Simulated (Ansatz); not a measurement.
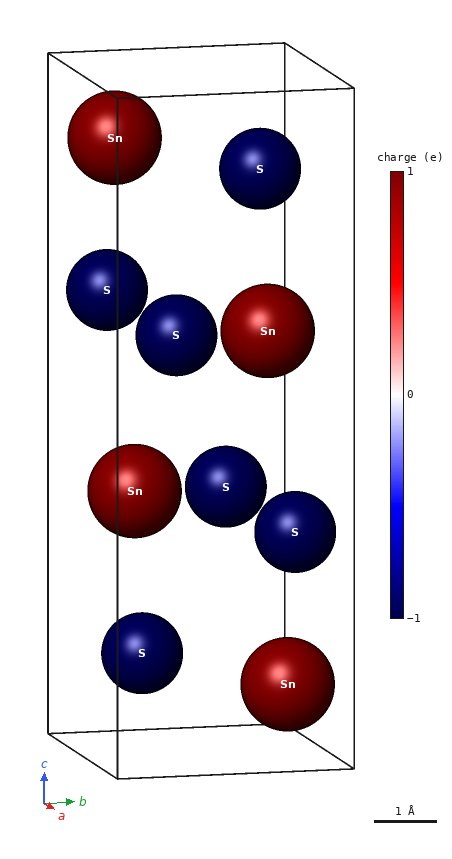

Structure drawing (spheres-only), viewed slightly off an axis. The edges of the simulation cell are marked. The atoms of this SnS cell are coloured by their Bader charge.

Method used: DFT, PAW plane waves, PBE, spin-orbit in Ansatz. It ran with a kinetic-energy cutoff of 420 eV, Brillouin-zone sampling on a 5×6×2 mesh, Fermi-Dirac smearing of 0.1 eV, no moments seeded, so the run stays non-magnetic, spinor wavefunctions.

Question: Give the charges by element.

Answer: Most positive: Sn; most negative: S. Charges: about Sn +0.9 e; S -0.9 e.

The structure is a generated cell, made by putting these elements into a known structure type (the compound may or may not exist in this form); no relaxation was done. It was run through Ansatz as a DFT input.
